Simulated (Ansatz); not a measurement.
## Two runs on HfO$_{2}$

System: HfO$_{2}$ (Pca2₁, 12 atoms in the cell).
Method of run A: DFT, r2SCAN, plane waves, PAW, no spin polarisation (Ansatz 0.2.0).

The structure derives from a Materials Project entry. The geometry comes from this level: r2SCAN. Text and figures count atoms from 1; the logs count them from 0 in places.

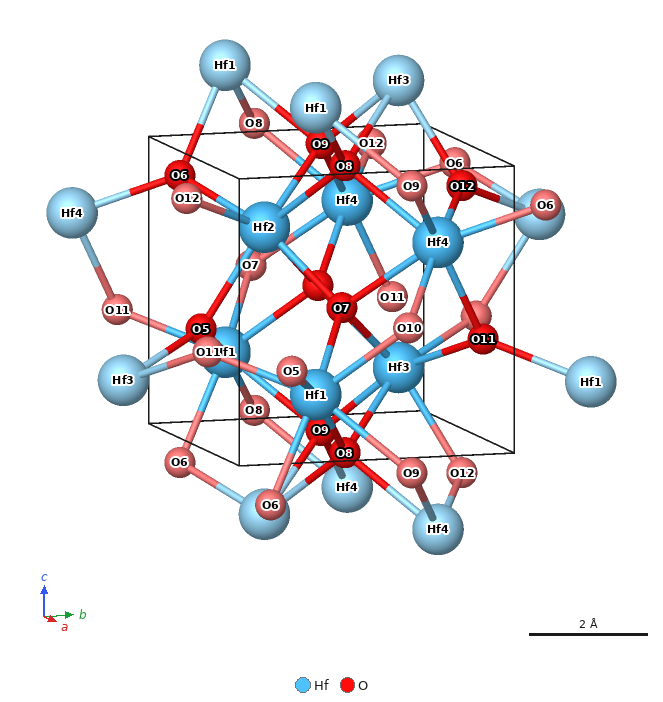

**Figure 1.** The structure as given in the input (ball-and-stick view of the cell of the calculation, seen slightly off an axis; neighbours outside the cell are drawn fainter; atoms are numbered from 1 in the order of the input).

### Input file, run A
```yaml
crystal:
  lattice:
    - [5.1394038169, 0.0, 0.0]
    - [0.0, 4.9276785341, 0.0]
    - [0.0, 0.0, 4.9560199139]
  atoms:
    - { symbol: Hf, position: [0.0325089207, 0.2670180859, 0.2410877185] }
    - { symbol: Hf, position: [0.4674910793, 0.2670180859, 0.7410877185] }
    - { symbol: Hf, position: [0.5325089207, 0.7329819141, 0.2410877185] }
    - { symbol: Hf, position: [0.9674910793, 0.7329819141, 0.7410877185] }
    - { symbol: O, position: [0.3670345752, 0.070013834, 0.3807677166] }
    - { symbol: O, position: [0.1329654248, 0.070013834, 0.8807677166] }
    - { symbol: O, position: [0.7321739057, 0.4610930306, 0.4911445648] }
    - { symbol: O, position: [0.7678260943, 0.4610930306, 0.9911445648] }
    - { symbol: O, position: [0.2678260943, 0.5389069694, 0.9911445648] }
    - { symbol: O, position: [0.2321739057, 0.5389069694, 0.4911445648] }
    - { symbol: O, position: [0.8670345752, 0.929986166, 0.3807677166] }
    - { symbol: O, position: [0.6329654248, 0.929986166, 0.8807677166] }
kpoints:
  mp_grid: { grid: [4, 4, 4] }
hamiltonian:
  xc: r2scan
scf:
  occupations: { method: fixed }
  n_extra_bands: 7
output:
  forces: true
  stress: true
  eigenvalues: true
```

Command:
```bash
ansatz run input.yaml --threads 2 --pin off --max-ram 3686MiB --backend cpu --events-out ev --progress --plain --runs-dir out
```

Hardware: 2 threads of Arm Neoverse V1, 24 GiB of memory available, shared host.

### Output, shortened to warnings, some set-up lines, iterations and results (run A)
```
Basis set: ecut = 500 eV, 3161 PW (Γ), exchange–correlation on 160×144×160 points (64 copies of the dense FFT grid, shifted against one another)
Symmetry: 4 space group operations
k-points: 27 of 64 (time reversal used)
Initial density: superposition of atomic densities (neutral atoms: chi_scale 0, normalization atom), corrected by the library's trained network
[...]
SCF iter   1: F=—  HF=-67504.805794 eV  |F-HF|=—  |Δ(HF+E_count)|=         —  Δρ=1.15e-2  dr2=1.30e-1  dr2_τ=9.17e-1  ethr=1.77e-3  ⟨swp⟩=4.6  Hψ=6910  notcnv=0  defer=100
SCF iter   2: F=—  HF=-67505.052957 eV  |F-HF|=—  |Δ(HF+E_count)|=   2.47e-1  Δρ=6.25e-3  dr2=3.89e-2  dr2_τ=5.23e-3  ethr=8.55e-5  ⟨swp⟩=2.0  Hψ=4871  notcnv=0  defer=124
SCF iter   3: F=—  HF=-67505.048111 eV  |F-HF|=—  |Δ(HF+E_count)|=   4.85e-3  Δρ=3.85e-3  dr2=8.26e-3  dr2_τ=1.86e-3  ethr=2.56e-5  ⟨swp⟩=2.0  Hψ=3640  notcnv=0  defer=130
SCF iter   4: F=—  HF=-67505.047937 eV  |F-HF|=—  |Δ(HF+E_count)|=   1.74e-4  Δρ=1.07e-3  dr2=8.22e-4  dr2_τ=1.54e-4  ethr=5.44e-6  ⟨swp⟩=2.0  Hψ=3600  notcnv=0  defer=131
SCF iter   5: F=—  HF=-67505.048025 eV  |F-HF|=—  |Δ(HF+E_count)|=   8.73e-5  Δρ=2.14e-4  dr2=3.19e-5  dr2_τ=7.00e-6  ethr=5.41e-7  ⟨swp⟩=2.0  Hψ=3848  notcnv=0  defer=131
SCF iter   6: F=—  HF=-67505.048004 eV  |F-HF|=—  |Δ(HF+E_count)|=   2.07e-5  Δρ=8.34e-5  dr2=7.29e-6  dr2_τ=1.25e-6  ethr=2.10e-8  ⟨swp⟩=2.0  Hψ=3842  notcnv=0  defer=65
SCF iter   7: F=—  HF=-67505.048006 eV  |F-HF|=—  |Δ(HF+E_count)|=   1.60e-6  Δρ=1.79e-5  dr2=3.07e-7  dr2_τ=3.33e-8  ethr=4.80e-9  ⟨swp⟩=2.0  Hψ=3828  notcnv=0  defer=65
SCF iter   8: F=-67505.048006 eV  HF=-67505.048006 eV  |F-HF|=2.31e-9  |Δ(HF+E_count)|=   1.33e-7  Δρ=3.74e-6  dr2=1.82e-8  dr2_τ=1.51e-9  ethr=6.58e-11  ⟨swp⟩=10.5  Hψ=10152 …
SCF 1 converged in 8 iterations: F = -67505.048006 eV  dr2 = 1.82e-8
SCF converged after 8 iterations
Free energy (F): -67505.048006 eV
Harris-Foulkes:  -67505.048006 eV  (|F-HF|=2.31e-9)
Internal energy: -67505.048006 eV  (E = F + TS)
E sigma→0 (E₀):  -67505.048006 eV
Fermi energy:    15.743190 eV
--- Per-component energies (eV) ---
  E_band       = 220.520322
  E_kinetic    = 3125.394640
  E_local      = -22838.682012  (includes V_loc(G=0)·N_el)
  E_nonlocal   = -4604.666932
  E_hartree    = 10536.903616
  E_xc         = -1731.035810
  E_vxc        = -2030.805831  (∫ρ·V_xc dr)
  E_paw        = -29094.006223  (= ΣΔE_a)
  E_vpaw       = 5384.795709  (= ΣTr[D̂ρ^β])
  E_aug_tail   = 0.008752  (compensation charges beyond the density's cutoff)
  E_vtau       = 110.655127  (kinetic-family band-sum trace: ∫τ·v_τ [+ j·A + Jᵃ·Aᵃ] dr)
  E_ewald      = -22899.994597
  E_core_change = 1.030560  (= ΣΔE_core)
  E_smearing   = -0.000000  (= −TS)
  E_closure    = 0.000000  (closes the sum)
  Σ components = -67505.048006   (vs F -67505.048006, Δ=0.00e0)
--- Forces (eV/Å), atoms counted from 1 ---
  atom   1  Hf    -0.13900663     0.20289908     0.11323943
  atom   2  Hf     0.13900663     0.20289908     0.11323943
  atom   3  Hf    -0.13900663    -0.20289908     0.11323943
  atom   4  Hf     0.13900663    -0.20289908     0.11323943
  atom   5  O      0.02870157     0.11970615    -0.04242013
  atom   6  O     -0.02870157     0.11970615    -0.04242013
  atom   7  O      0.15408279    -0.20257510    -0.07086254
  atom   8  O     -0.15408279    -0.20257510    -0.07086254
  atom   9  O     -0.15408279     0.20257510    -0.07086254
  atom  10  O      0.15408279     0.20257510    -0.07086254
  atom  11  O      0.02870157    -0.11970615    -0.04242013
  atom  12  O     -0.02870157    -0.11970615    -0.04242013
  max |Σ_I F_I| component: 1.73e-4 eV/Å
--- Stress (GPa, compression-positive) ---
       18.439302       0.000000       0.000000
        0.000000      19.407086       0.000000
        0.000000       0.000000      17.904872
  P = ⅓ Tr σ = 18.5838 GPa (185.838 kbar)
```

The input of run B differs as follows (lines with − go, lines with + come):
```diff
-    - [5.1394038169, 0.0, 0.0]
-    - [0.0, 4.9276785341, 0.0]
-    - [0.0, 0.0, 4.9560199139]
+    - [5.2465054079, 0.0, 0.0]
+    - [0.0, 5.0303679179, 0.0]
+    - [0.0, 0.0, 5.0592999123]
```

What does this change do to the results?

With the same functional and potentials, run B lies 36.7 meV per atom lower. The gap on the mesh goes from 5.22 to 4.99 eV. The pressure goes from 18.58 to 0.02 GPa. The largest force goes from 0.271 to 0.002 eV/Å. The volume per atom goes from 10.46 to 11.13 Å³. The cell is scaled evenly with the atoms at fixed fractional positions, so −ΔP/Δ ln V estimates the bulk modulus midway between the two volumes: about 300 GPa. The number of SCF iterations is the same. The plane waves at Γ go from 3161 to 3383.

### Output, shortened to warnings, some set-up lines, iterations and results (run B)
```
Basis set: ecut = 500 eV, 3383 PW (Γ), exchange–correlation on 160×160×160 points (64 copies of the dense FFT grid, shifted against one another)
Symmetry: 4 space group operations
k-points: 27 of 64 (time reversal used)
Initial density: superposition of atomic densities (neutral atoms: chi_scale 0, normalization atom), corrected by the library's trained network
[...]
SCF iter   1: F=—  HF=-67505.291243 eV  |F-HF|=—  |Δ(HF+E_count)|=         —  Δρ=1.12e-2  dr2=1.45e-1  dr2_τ=8.41e-1  ethr=1.77e-3  ⟨swp⟩=4.8  Hψ=6755  notcnv=0  defer=103
SCF iter   2: F=—  HF=-67505.492127 eV  |F-HF|=—  |Δ(HF+E_count)|=   2.01e-1  Δρ=5.88e-3  dr2=3.62e-2  dr2_τ=5.53e-3  ethr=9.51e-5  ⟨swp⟩=2.0  Hψ=4871  notcnv=0  defer=124
SCF iter   3: F=—  HF=-67505.488916 eV  |F-HF|=—  |Δ(HF+E_count)|=   3.21e-3  Δρ=3.59e-3  dr2=7.82e-3  dr2_τ=1.71e-3  ethr=2.38e-5  ⟨swp⟩=2.0  Hψ=3639  notcnv=0  defer=130
SCF iter   4: F=—  HF=-67505.488960 eV  |F-HF|=—  |Δ(HF+E_count)|=   4.42e-5  Δρ=9.31e-4  dr2=9.27e-4  dr2_τ=1.56e-4  ethr=5.15e-6  ⟨swp⟩=2.0  Hψ=3638  notcnv=0  defer=131
SCF iter   5: F=—  HF=-67505.488993 eV  |F-HF|=—  |Δ(HF+E_count)|=   3.29e-5  Δρ=2.29e-4  dr2=3.89e-5  dr2_τ=7.99e-6  ethr=6.10e-7  ⟨swp⟩=2.0  Hψ=4177  notcnv=0  defer=131
SCF iter   6: F=—  HF=-67505.488984 eV  |F-HF|=—  |Δ(HF+E_count)|=   9.54e-6  Δρ=8.94e-5  dr2=9.97e-6  dr2_τ=1.62e-6  ethr=2.56e-8  ⟨swp⟩=2.0  Hψ=3801  notcnv=0  defer=67
SCF iter   7: F=—  HF=-67505.488984 eV  |F-HF|=—  |Δ(HF+E_count)|=   6.98e-7  Δρ=1.97e-5  dr2=3.72e-7  dr2_τ=5.21e-8  ethr=6.56e-9  ⟨swp⟩=2.0  Hψ=3796  notcnv=0  defer=67
SCF iter   8: F=-67505.488984 eV  HF=-67505.488984 eV  |F-HF|=1.89e-8  |Δ(HF+E_count)|=   1.81e-7  Δρ=6.41e-6  dr2=5.55e-8  dr2_τ=4.67e-9  ethr=6.58e-11  ⟨swp⟩=10.0  Hψ=10141 …
SCF 1 converged in 8 iterations: F = -67505.488984 eV  dr2 = 5.55e-8
SCF converged after 8 iterations
Free energy (F): -67505.488984 eV
Harris-Foulkes:  -67505.488984 eV  (|F-HF|=1.89e-8)
Internal energy: -67505.488984 eV  (E = F + TS)
E sigma→0 (E₀):  -67505.488984 eV
Fermi energy:    14.554786 eV
--- Per-component energies (eV) ---
  E_band       = 13.683679
  E_kinetic    = 3100.037490
  E_local      = -23543.641370  (includes V_loc(G=0)·N_el)
  E_nonlocal   = -4609.011799
  E_hartree    = 10789.955597
  E_xc         = -1724.186777
  E_vxc        = -2021.513558  (∫ρ·V_xc dr)
  E_paw        = -29087.164457  (= ΣΔE_a)
  E_vpaw       = 5397.193324  (= ΣTr[D̂ρ^β])
  E_aug_tail   = 0.008368  (compensation charges beyond the density's cutoff)
  E_vtau       = 110.689496  (kinetic-family band-sum trace: ∫τ·v_τ [+ j·A + Jᵃ·Aᵃ] dr)
  E_ewald      = -22432.516597
  E_core_change = 1.030560  (= ΣΔE_core)
  E_smearing   = -0.000000  (= −TS)
  E_closure    = -0.000000  (closes the sum)
  Σ components = -67505.488984   (vs F -67505.488984, Δ=0.00e0)
--- Forces (eV/Å), atoms counted from 1 ---
  atom   1  Hf    -0.00012841     0.00236056    -0.00041116
  atom   2  Hf     0.00012841     0.00236056    -0.00041116
  atom   3  Hf    -0.00012841    -0.00236056    -0.00041116
  atom   4  Hf     0.00012841    -0.00236056    -0.00041116
  atom   5  O     -0.00001360     0.00033734     0.00017390
  atom   6  O      0.00001360     0.00033734     0.00017390
  atom   7  O     -0.00051485    -0.00003771     0.00019812
  atom   8  O      0.00051485    -0.00003771     0.00019812
  atom   9  O      0.00051485     0.00003771     0.00019812
  atom  10  O     -0.00051485     0.00003771     0.00019812
  atom  11  O     -0.00001360    -0.00033734     0.00017390
  atom  12  O      0.00001360    -0.00033734     0.00017390
  max |Σ_I F_I| component: 1.57e-4 eV/Å
--- Stress (GPa, compression-positive) ---
        0.011952       0.000000       0.000000
        0.000000       0.017085       0.000000
        0.000000       0.000000       0.017734
  P = ⅓ Tr σ = 0.0156 GPa (0.156 kbar)
```

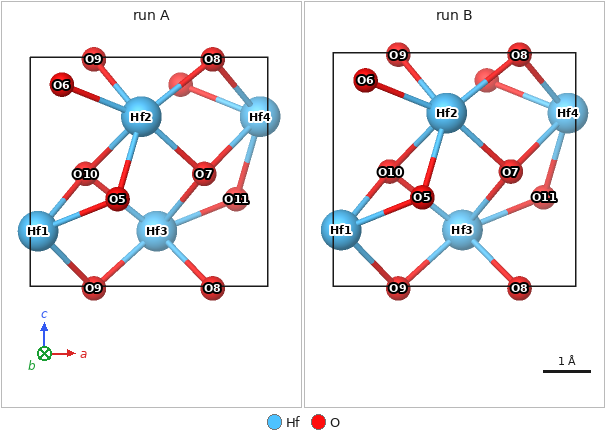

**Figure 2.** The two input geometries at one scale (ball-and-stick view of the cell of the calculation, along the b axis). No atom moves by more than 0.005 Å relative to the cell. The drawn cell changes as follows: a 5.139 → 5.247 Å (+2.1 %), b 4.928 → 5.030 Å (+2.1 %), c 4.956 → 5.059 Å (+2.1 %); the volume changes by +6.4 %. Among the contacts that change: Hf–O 2.198 → 2.244 Å, Hf–O 2.097 → 2.141 Å, Hf–O 2.074 → 2.117 Å, Hf–O 1.990 → 2.032 Å.

### The two runs side by side

```csv
quantity,run A,run B
outcome,converged,converged
free energy per atom (eV),−5625.4207,−5625.4574
gap on the mesh (eV),5.22,4.99
pressure (GPa),18.58,0.02
volume per atom (Å³),10.46,11.13
largest force (eV/Å),0.271,0.002
SCF iterations,8,8
irreducible k-points,27,27
plane waves at Γ,3161,3383
wall time (shared host),32 s,35 s
```

For both runs: Spin–orbit coupling is left out, which matters for Hf. For run A: The cell is under a pressure of 18.6 GPa at this level, so it is not at its equilibrium volume.
